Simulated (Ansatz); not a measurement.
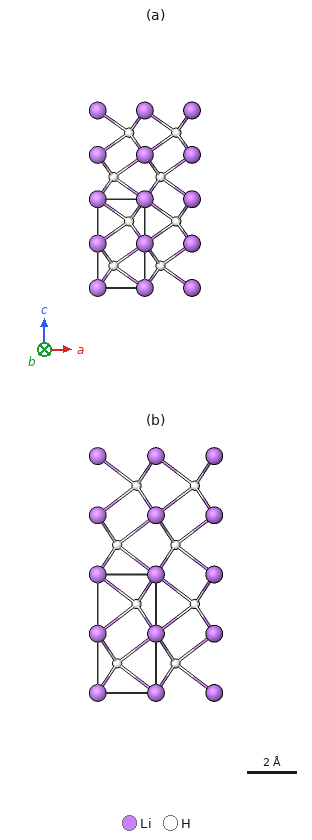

The structure of crystalline LiH (built on the NiAs type) before (top) and after (bottom) a relaxation, at one scale.

Style: ball-and-stick. Shown: the cell of the calculation, repeated 2 × 1 × 2 with one cell outlined, along the b axis.

These are results of DFT, PBEsol, plane waves, PAW (Ansatz), not measurements.

Input file:
```yaml
crystal:
  lattice:
    - [2.23317774, 0.0, 0.0]
    - [-1.11658887, 1.933988654, 0.0]
    - [0.0, 0.0, 3.6400797162]
  atoms:
    - { symbol: Li, position: [0.0, 0.0, 0.0] }
    - { symbol: Li, position: [0.0, 0.0, 0.5] }
    - { symbol: H, position: [0.3333333333, 0.6666666667, 0.25] }
    - { symbol: H, position: [0.6666666667, 0.3333333333, 0.75] }
kpoints:
  mp_grid: { grid: [9, 9, 6] }
hamiltonian:
  xc: pbesol
scf:
  occupations: { method: fermi_dirac, width: 0.03 }
relax:
  f_tol: 0.01
  cell: {}
  max_steps: 120
```

Run as
```bash
ansatz run input.yaml --threads 2 --pin off --max-ram 2211MiB --backend cpu --events-out ev --progress --plain --runs-dir out
```

> What changed between the two?

The energy falls by 649 meV per atom in 9 accepted moves (11 points after the start). All forces vanish by symmetry, so only the cell relaxes. Pressure: 83.39 GPa at the start and 0.00 GPa at the end. The SCF was repeated twice at an unchanged geometry on a basis and grid sized afresh for the cell, which shifted the energy by 24.5 meV per atom at most. The atoms keep their places relative to the cell (all moves are under 0.005 Å). The drawn cell changes as follows: a = b 2.233 → 2.760 Å (+23.6 %), c 3.640 → 4.859 Å (+33.5 %); the volume changes by +103.9 %. Among the contacts that change: Li1–Li2 1.820 → 2.430 Å, Li1–Li1 2.233 → 2.760 Å, Li1–H3 1.578 → 2.004 Å. Bond angles that change, for instance: Li1–H3–Li2 70.4° → 74.6°, H3–Li1–H4 89.9° → 92.9°, Li1–H3–Li1 90.1° → 87.1°. The space group stays P6_3/mmc (No. 194). Cost: 18 s on 2 threads of Intel(R) Xeon(R) Processor @ 2.50GHz (Skylake/Cascade Lake), with other jobs on the host, peak memory 0.3 GiB.
